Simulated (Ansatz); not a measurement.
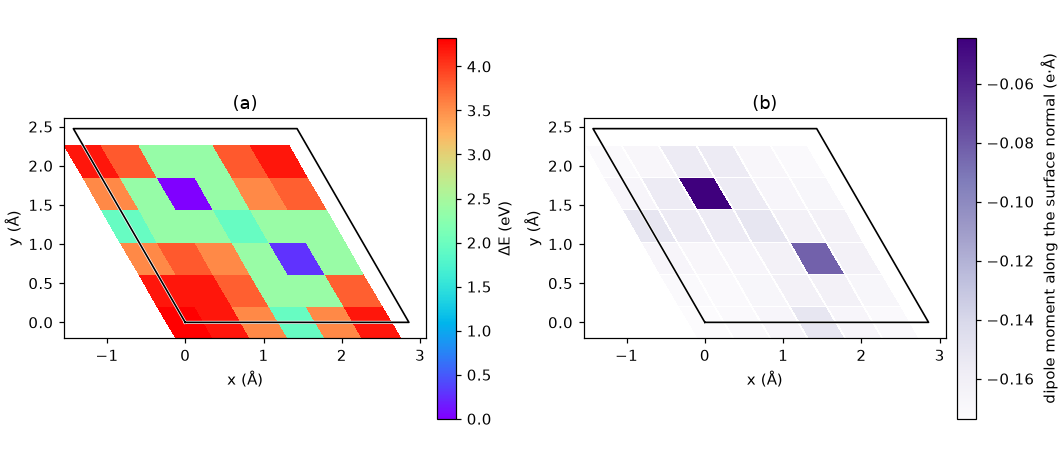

N on an Al(111) slab cut from the Fm-3m phase, its upper half relaxed before the scan (3 atoms of substrate and one adsorbate in a 1 × 1 cell). 
- N is moved over the surface cell; relaxed at each place: the height of the adsorbate's atoms; substrate rigid; the origin of the map has the adsorbate above Al3.
- Places are given modulo a cell vector. The map is drawn in real space over the plane of the surface.
- The scan uses a 6 × 6 grid; 10 points were computed and 26 follow by symmetry.
- Energies: eV, counted from the lowest grid point.
- With one adsorbate in each 1 × 1 cell, its nearest image is 2.9 Å away, so neighbouring adsorbates interact.
- Level of theory: Ansatz, DFT PBE, scalar-relativistic, plane waves, PAW. Settings: cutoff 420 eV, k-mesh 9×9×1, gaussian smearing 0.1 eV, no spin polarisation.

Panel (a) is the energy and panel (b) the computed dipole moment along the surface normal on the same grid.

The picture shows one coloured cell a grid point, the outline of one cell of the plane.

How does the dipole moment along the surface normal vary over the map, and what is it at the lowest grid point?

It runs from −0.17 e·Å at the top site over a surface Al atom, (0/6, 0/6) of the cell vectors to −0.04 e·Å at a threefold hollow over a second-layer Al atom, (2/6, 4/6) of the cell vectors. At the lowest grid point, a threefold hollow over a second-layer Al atom, (2/6, 4/6) of the cell vectors, it is −0.04 e·Å.

```tsv
second ↓, first →	0/6	1/6	2/6	3/6	4/6	5/6
5/6	−0.17	−0.17	−0.16	−0.16	−0.17	−0.17
4/6	−0.17	−0.16	−0.04	−0.16	−0.17	−0.17
3/6	−0.15	−0.16	−0.16	−0.15	−0.16	−0.16
2/6	−0.17	−0.17	−0.17	−0.16	−0.08	−0.16
1/6	−0.17	−0.17	−0.17	−0.16	−0.16	−0.17
0/6	−0.17	−0.17	−0.17	−0.15	−0.17	−0.17
```
